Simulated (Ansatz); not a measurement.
Sn$_{7}$S$_{16}$ (cell charge −4, with a compensating background) (cell with a defect)

Input file:

```
crystal:
  lattice:
    - [5.4769714546, -3.1621309437, -6.0589188814]
    - [-5.4769714546, 3.1621309437, -6.0589188814]
    - [3.6513143032, 6.3242618874, 6.0589188814]
  atoms:
    - { symbol: Sn, position: [0.0, 0.0, 0.0] }
    - { symbol: Sn, position: [0.375, 0.875, 0.25] }
    - { symbol: Sn, position: [0.875, 0.375, 0.25] }
    - { symbol: Sn, position: [0.75, 0.75, 0.5] }
    - { symbol: Sn, position: [0.25, 0.25, 0.5] }
    - { symbol: Sn, position: [0.125, 0.625, 0.75] }
    - { symbol: Sn, position: [0.625, 0.125, 0.75] }
    - { symbol: S, position: [0.5867118132, 0.4200451466, 0.25] }
    - { symbol: S, position: [0.0867118132, 0.9200451466, 0.25] }
    - { symbol: S, position: [0.4617118132, 0.7950451466, 0.5] }
    - { symbol: S, position: [0.9617118132, 0.2950451466, 0.5] }
    - { symbol: S, position: [0.8367118132, 0.6700451466, 0.75] }
    - { symbol: S, position: [0.3367118132, 0.1700451466, 0.75] }
    - { symbol: S, position: [0.2117118132, 0.5450451466, 1.0] }
    - { symbol: S, position: [0.7117118132, 0.0450451466, 0.0] }
    - { symbol: S, position: [0.1632881868, 0.3299548534, 0.25] }
    - { symbol: S, position: [0.6632881868, 0.8299548534, 0.25] }
    - { symbol: S, position: [0.0382881868, 0.7049548534, 0.5] }
    - { symbol: S, position: [0.5382881868, 0.2049548534, 0.5] }
    - { symbol: S, position: [0.4132881868, 0.5799548534, 0.75] }
    - { symbol: S, position: [0.9132881868, 0.0799548534, 0.75] }
    - { symbol: S, position: [0.7882881868, 0.4549548534, 0.0] }
    - { symbol: S, position: [0.2882881868, 0.9549548534, 1.0] }
total_charge: -4
basis:
  ecutwfc: 420
kpoints:
  mp_grid: { grid: [4, 4, 4] }
hamiltonian:
  xc: pbesol
scf:
  occupations: { method: gaussian, width: 0.05 }
output:
  forces: true
  stress: true
  eigenvalues: true
  write_density: true
  write_potential: true
  elf: true
  volumetric_format: npy
relax:
  adjacent_minimum: "off"
  f_tol: 0.02
  max_steps: 50
```

Launched as:

```sh
ansatz run input.yaml --threads 4 --pin off --max-ram 9216MiB --backend cpu --events-out ev --progress --plain --runs-dir out
```

The fields are those of the relaxed geometry.

Computed with DFT PBEsol, scalar-relativistic, plane waves, PAW (Ansatz).

Core electrons are frozen (PAW), and the valence fields are smoothed inside the atomic spheres.

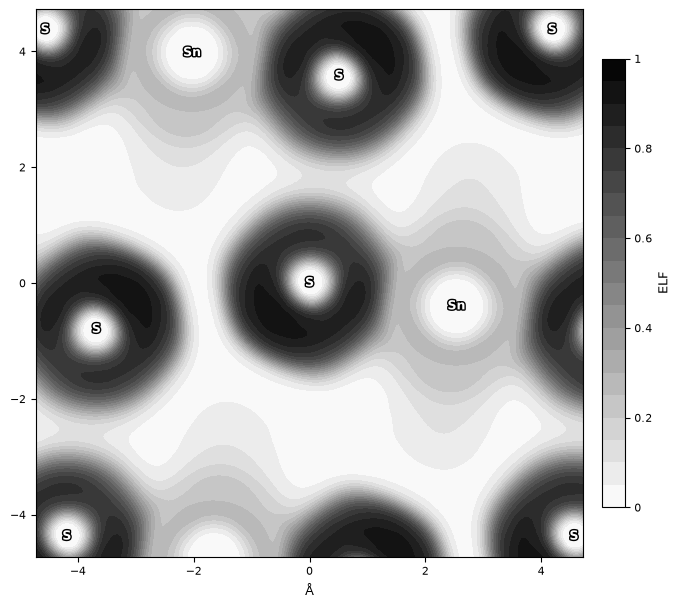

Figure 1. ELF on the (001) plane of the calculation cell.

Question: What do the fields say about this system?

Answer: Atoms in the plane: Sn and S. Sn–S (2.57 Å): the ELF peaks at about 0.85 in the valence shell of S, 0.9 Å from its nucleus, and is about 0.55 at the midpoint. The ELF also peaks beside S, away from the bonds: lone-pair regions.

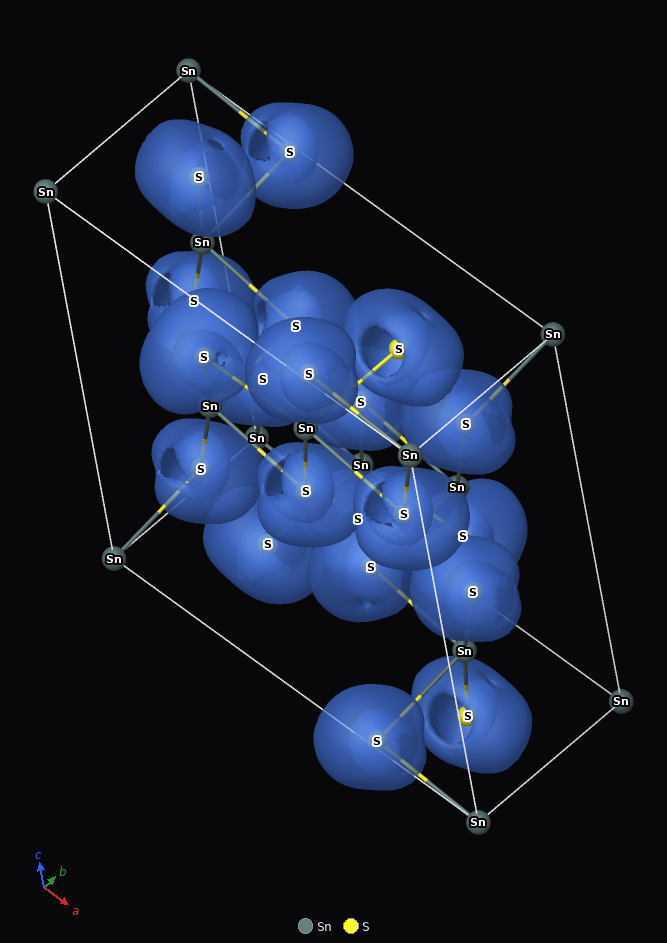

Figure 2. Isosurface of the ELF at 0.8 (blue), seen slightly off an axis. Core shells and regions of very low density are left out. Sticks mark near contacts.

Question: Where are the electrons localised?

Answer: The surface consists of 16 regions wrapped around S (the valence shell of each), counted in one cell of 23 atoms. Any copies at cell faces, edges or corners count once. Profiles from the grid: Sn–S (2.47 Å): the ELF peaks at about 0.85 in the valence shell of S, 0.9 Å from its nucleus, and is about 0.55 at the midpoint. Sn–S (2.54 Å): the ELF peaks at about 0.85 in the valence shell of S, 0.8 Å from its nucleus, and is about 0.55 at the midpoint.

Question: Metal or insulator at this level of theory?

Answer: It is gapped, with a Kohn–Sham gap of 0.92 eV on the k-point mesh, an upper bound to the gap of this method.
